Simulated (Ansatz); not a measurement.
**TiAl: density, localisation and related maps**

```yaml
crystal:
  lattice:
    - [3.13675, -3.13675, 0.00000]
    - [3.17620, 3.17620, 0.00000]
    - [0.00000, 0.00000, 3.15647]
  atoms:
    - { symbol: Ti, position: [0.00000, 0.00000, 0.00000] }
    - { symbol: Ti, position: [0.50000, 0.50000, 0.00000] }
    - { symbol: Al, position: [0.50000, 0.00000, 0.50000] }
    - { symbol: Al, position: [0.00000, 0.50000, 0.50000] }
```

Space group Cmmm; a structure from a database of computed crystals, not necessarily the ambient phase; changed on purpose from its base cell (strain +0.0125 x Voigt [0, 0, 0, 0, 0, 1], atoms carried along); computed without spin polarisation.

The calculation used DFT PBEsol, scalar-relativistic, plane waves, PAW in Ansatz.

In a PAW calculation such maps are meaningful between the atoms, not at the nuclei.

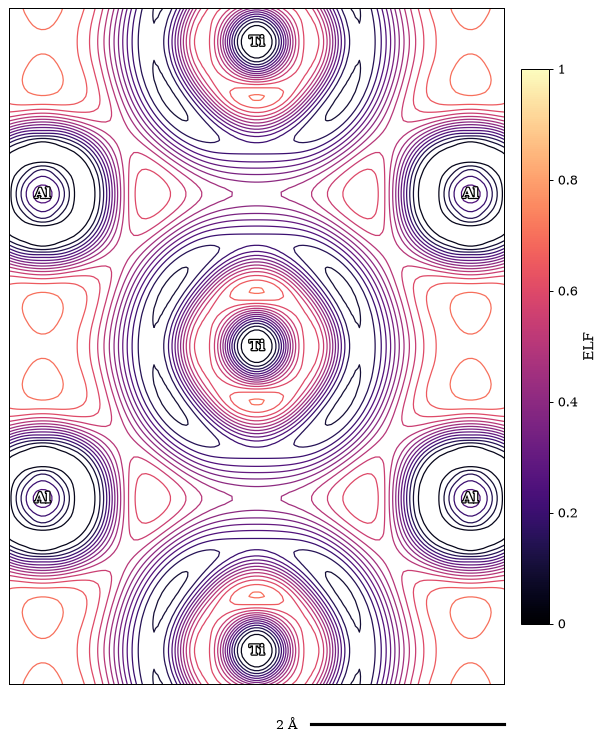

Figure 1. ELF on the (010) plane of the conventional cell.

> Interpret the plot.

- The section cuts through Ti and Al sites.
- Ti–Al (2.72 Å): the ELF is about 0.25 at the midpoint; no shared electron pair shows on this line.
- The features right at Ti lie inside the PAW spheres, where the map follows smoothed inner orbitals and isn't to be read closely.

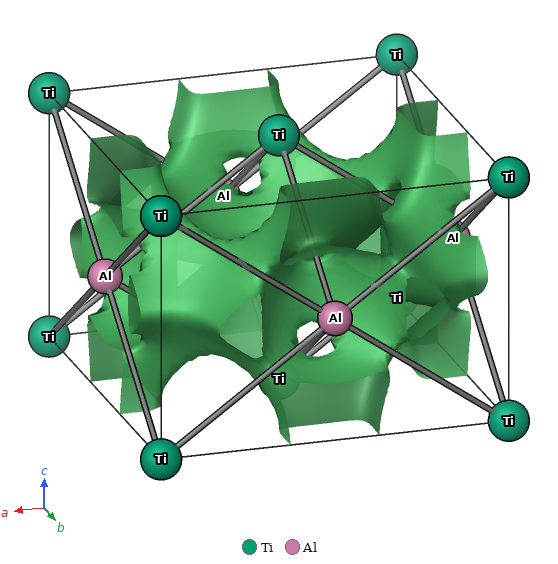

Figure 2. Isosurface of the ELF at 0.55 (green), seen at an oblique angle. Only the valence region is drawn (cores and ρ < 0.01 e/Å³ removed). Sticks mark near contacts.

> What do the ELF domains correspond to?

At this value the surface marks out one network that runs through the whole crystal, counted in one cell of 4 atoms. Any copies at cell faces, edges or corners count once.

> Does the calculation give a band gap?

It is gapless in this calculation (a metal or semimetal).
